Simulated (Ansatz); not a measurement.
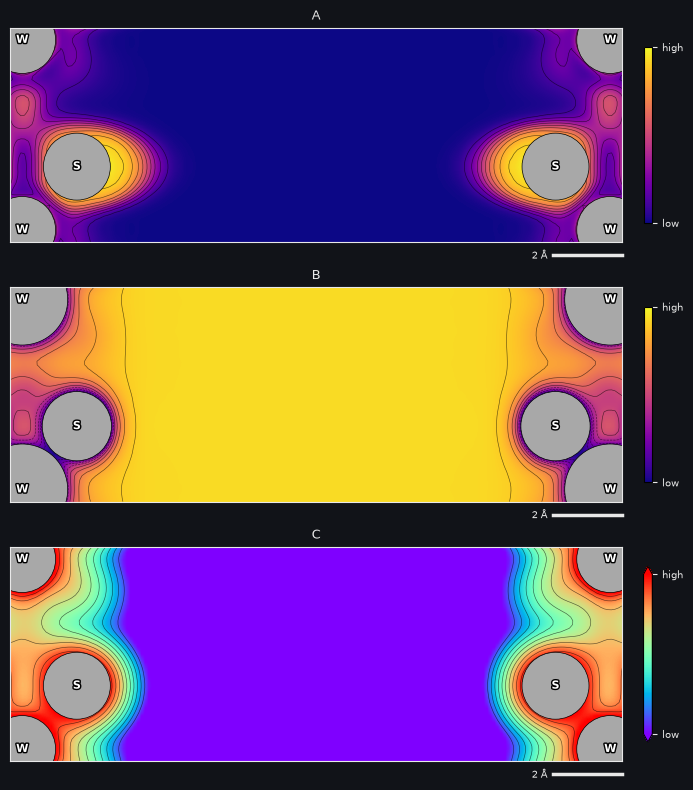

WS₂: 3 fields on the (110) plane of the conventional cell, with unlabelled colour scales. Grey discs cover the atomic cores.

Space group P-6m2; a structure from a database of computed crystals, not necessarily the ambient phase.

Level of theory: DFT PBE+D3(BJ), scalar-relativistic, plane waves, PAW in Ansatz 0.2.0.

```
W S
1.0
     3.15972    0.00000    0.00000
    -1.57986    2.73639    0.00000
     0.00000    0.00000   16.93946
W S
1 2
Direct
  0.33333 0.66667 0.00000
  0.66667 0.33333 0.90696
  0.66667 0.33333 0.09304
```

Match the panels to the quantities (electron localisation function, electrostatic potential energy of an electron and valence pseudo-density).

Panel A: electron localisation function. Panel B: electrostatic potential energy of an electron (low next to the atoms, rising into the space between them). Panel C: valence pseudo-density. From the grid: W–S (2.41 Å): the density is about 0.63 e/Å³ at the midpoint; the ELF peaks at about 0.85 in the valence shell of S, 0.8 Å from its nucleus, and is about 0.50 at the midpoint.
